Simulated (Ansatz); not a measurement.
A series of calculations on TaN

Part 1: Vibrations

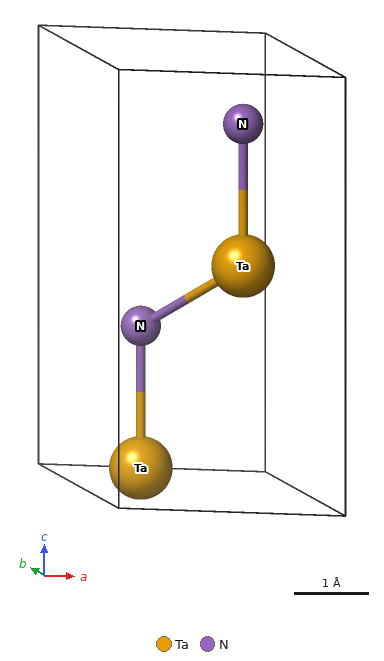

Normal modes of solid TaN at 0.98 times its rest volume, space group P6₃mc (No. 186), at the zone centre. The picture is a ball-and-stick view of the cell of the calculation, seen from a free direction.

All numbers below come from Ansatz, DFT PBE, scalar-relativistic, plane waves, PAW.

Input file:
```yaml
crystal:
  lattice:
    - [3.1258661737, 0.0, 0.0]
    - [-1.5629330869, 2.7070795153, 0.0]
    - [0.0, 0.0, 6.0865462555]
  atoms:
    - { symbol: Ta, position: [0.3333333333, 0.6666666667, 0.030579338] }
    - { symbol: Ta, position: [0.6666666667, 0.3333333333, 0.530579338] }
    - { symbol: "N", position: [0.3333333333, 0.6666666667, 0.354420662] }
    - { symbol: "N", position: [0.6666666667, 0.3333333333, 0.854420662] }
basis:
  ecutwfc: 420
kpoints:
  mp_grid: { grid: [18, 18, 8] }
hamiltonian:
  xc: pbe
scf:
  occupations: { method: fermi_dirac, width: 0.15 }
output:
  eigenvalues: true
phonons:
  method: dfpt
  eigenvectors: true
```

Launched with:
```bash
ansatz run input.yaml --threads 1 --pin off --max-ram 3072MiB --backend cpu --events-out ev --progress --plain --runs-dir out
```

The frequencies depend somewhat on the k-mesh and the smearing.

**List the optical modes.**

The calculation's cell holds 4 atoms, so there are 9 optical modes, in 6 levels. The optical modes span 2E₂ + 2B₁ + E₁ + A₁. No level is unstable.

```
level  symmetry  frequency (cm⁻¹)                    activity
    1        E₂                81                Raman-active
    2        B₁               180                      silent
    3        E₂               367                Raman-active
    4        E₁               484  infrared- and Raman-active
    5        B₁               584                      silent
    6        A₁               661  infrared- and Raman-active
```

The crystal is a metal, so free carriers screen the infrared response.

The displacement patterns (one member of each degenerate set):

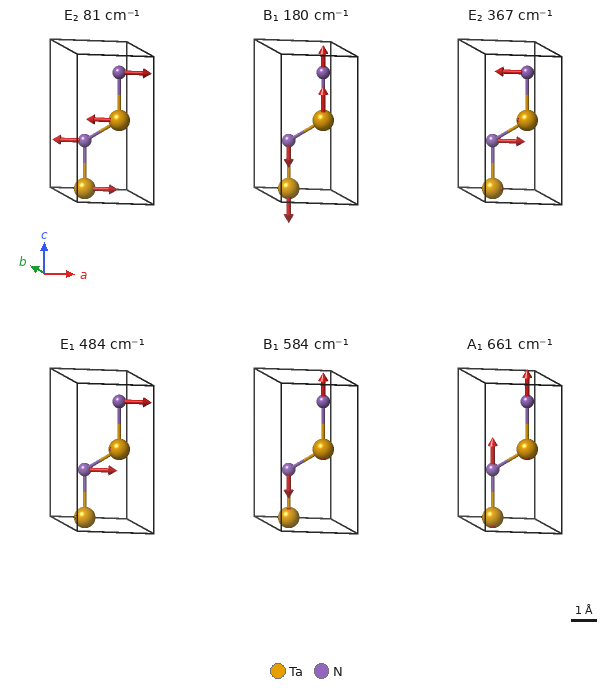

Part 2: Vibrations

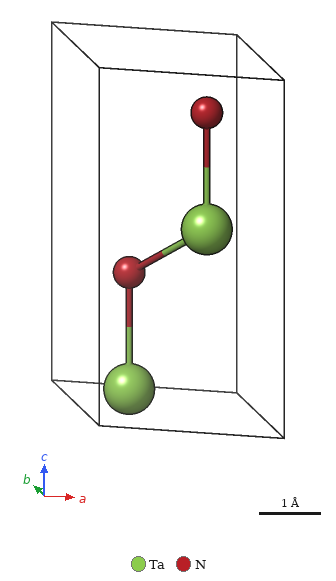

Lattice vibrations of a crystal of TaN at 1.02 times its rest volume, at the zone centre. Style: ball-and-stick. Shown: the cell of the calculation, slightly off an axis.

Level of theory: Ansatz 0.2.0, DFT PBE, scalar-relativistic, plane waves, PAW. Settings: plane-wave cutoff 420 eV; k-point mesh 18 × 18 × 8; occupations fermi dirac; smearing width 0.15 eV; no spin polarisation.

The frequencies depend somewhat on the k-mesh and the smearing.

Q: List the optical modes.

A: The calculation's cell holds 4 atoms, so there are 9 optical modes, in 6 levels. The optical modes span 2E₂ + 2B₁ + E₁ + A₁. No level is unstable.

| level | symmetry | frequency (cm⁻¹) | activity |
| --- | --- | --- | --- |
| 1 | E₂ | 88 | Raman-active |
| 2 | B₁ | 159 | silent |
| 3 | E₂ | 337 | Raman-active |
| 4 | E₁ | 452 | infrared- and Raman-active |
| 5 | B₁ | 534 | silent |
| 6 | A₁ | 613 | infrared- and Raman-active |

The crystal is a metal, so free carriers screen the infrared response.

The displacement patterns (one member of each degenerate set):

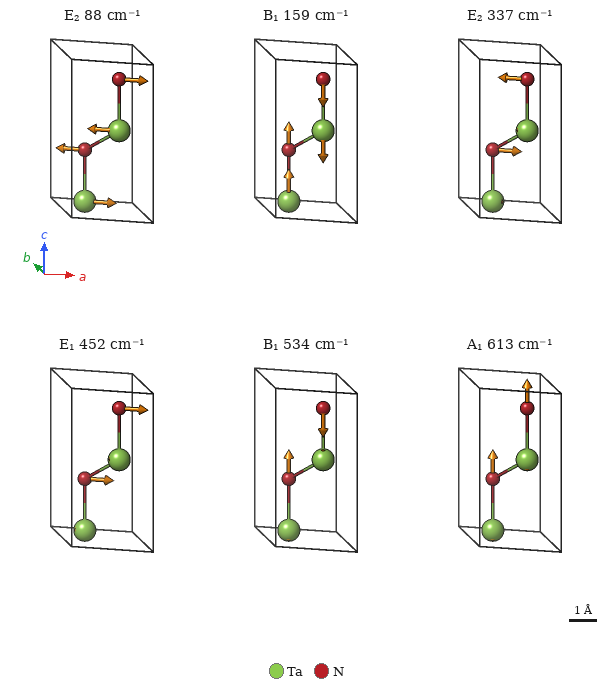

Part 3: One mode

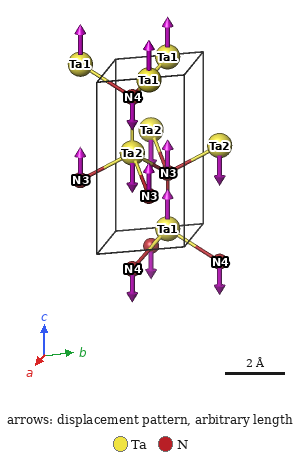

One vibrational mode of solid TaN at the zone centre. The purple arrows are the displacements of the atoms (eigenvector over the root of the mass), of arbitrary overall length and sign. A ball-and-stick model of the cell of the calculation, seen slightly off an axis.

The calculation used DFT PBE, scalar-relativistic, plane waves, PAW in Ansatz. (plane-wave cutoff 420 eV; k-point mesh 18 × 18 × 8; occupations fermi dirac; smearing width 0.15 eV; no spin polarisation)

The frequencies depend somewhat on the k-mesh and the smearing.

What mode is this, and where does it lie in the spectrum?

Answer. This is the B₁ mode at 169 cm⁻¹, optical level 2 of 6, counted from below, silent by symmetry (neither infrared- nor Raman-active). All motion is along c; atoms of one kind move against one another, with no net shift of any sublattice; the kinetic energy is shared as Ta 94 %, N 6 %.
